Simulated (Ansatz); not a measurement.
Consider this structure, Al.

```cif
data_structure
_symmetry_space_group_name_H-M 'Fd-3m:1'
_symmetry_Int_Tables_number 227
_cell_length_a 5.9490
_cell_length_b 5.9490
_cell_length_c 5.9490
_cell_angle_alpha 90.000
_cell_angle_beta 90.000
_cell_angle_gamma 90.000
_cell_volume 210.53
loop_
_atom_site_label
_atom_site_type_symbol
_atom_site_symmetry_multiplicity
_atom_site_Wyckoff_symbol
_atom_site_fract_x
_atom_site_fract_y
_atom_site_fract_z
_atom_site_occupancy
Al1 Al 8 b 0.25000 0.25000 0.75000 1
```

Structure used: the end point of a relaxation with DFT, LDA (PW92), plane waves (420 eV) with PAW, scalar-relativistic (Ansatz); the starting structure was generated, so it need not be a known form of this composition.

Where will the first 4 clear peaks of its neutron PDF lie (peak width σ = 0.08 Å), and from which pairs do they come?

Answer. 1. 2.58 Å: Al–Al at 2.58 Å
2. 4.21 Å: Al–Al at 4.21 Å
3. 4.93 Å: Al–Al at 4.93 Å
4. 5.95 Å: Al–Al at 5.95 Å

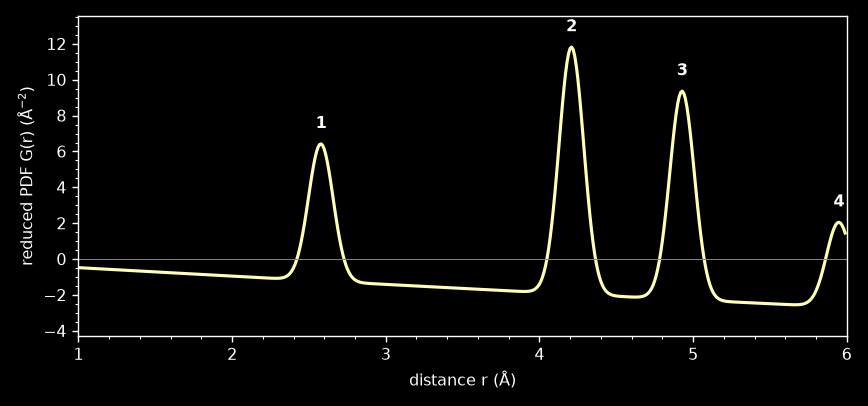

Simulated neutron pair distribution function, G(r) = R(r)/r − 4πρ₀r, summed over the atomic distances of the structure with each pair weighted by the product of the tabulated coherent neutron scattering lengths (natural isotope mix where the element has one); every distance is a Gaussian of σ = 0.08 Å, damped by exp(−(Q_damp r)²/2) with Q_damp = 0.060 Å⁻¹. No termination ripples are included.
